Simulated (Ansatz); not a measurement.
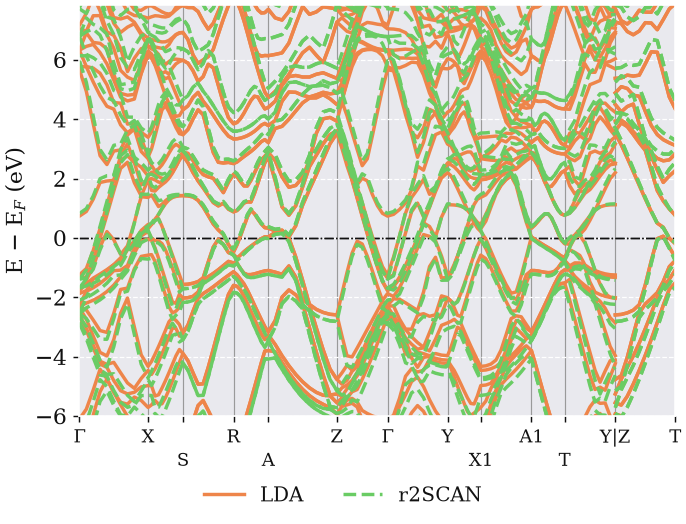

Band structures of Si, space group Cmce, 8 atoms in the primitive cell (a = 5.08 Å, b = 5.08 Å, c = 5.18 Å, α = 90.00°, β = 90.00°, γ = 61.00°), by two methods on the same cell. Each is counted from its own Fermi level.

> How do the methods compare?

Both give a metal. Levels within 1 eV of the Fermi level in either run differ by 0.06 eV on average and by 0.16 eV at most (between T and Y). Filled levels 1 to 5 eV under it lie 0.21 eV higher on average in LDA than in r2SCAN.

Settings. LDA: Ansatz PAW, no spin polarisation, no spin-orbit coupling, 6×6×5 k mesh, 420 eV cutoff, Fermi-Dirac smearing of 0.05 eV (Ansatz). r2SCAN: Ansatz PAW, no spin polarisation, no spin-orbit coupling, 6×6×5 k mesh, 500 eV cutoff, Fermi-Dirac smearing of 0.05 eV (Ansatz 0.2.0).

In reduced coordinates of the cell that was run, X is (0.337, −0.337, 0), S is (0, −0.5, 0), R is (0, −0.5, −0.5), A is (0.337, −0.337, −0.5), Z is (0, 0, −0.5), Y is (−0.5, −0.5, 0), X1 is (−0.337, −0.663, 0), A1 is (−0.337, −0.663, −0.5) and T is (−0.5, −0.5, −0.5). The PAW data sets were made with another functional. This isn't the form of Si at room conditions, which is diamond.
